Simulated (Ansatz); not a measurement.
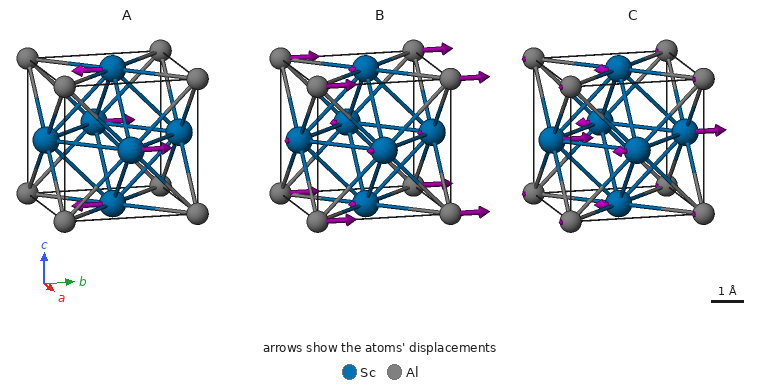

Modes of solid Sc3Al, space group Pm-3m (No. 221), at the zone centre (one member of each degenerate set). The purple arrows give the relative displacements of the atoms. A ball-and-stick model of the cell of the calculation, seen slightly off an axis.

Method: DFT PBEsol, scalar-relativistic, plane waves, PAW in Ansatz.

**Which are infrared-active and which Raman-active?**

A is T₂u, silent by symmetry (neither infrared- nor Raman-active) (190 cm⁻¹). B is T₁u, infrared-active by symmetry (233 cm⁻¹). C is T₁u, infrared-active by symmetry (252 cm⁻¹). The crystal has a centre of inversion, so no mode is both. In a metal the free carriers screen the infrared response.
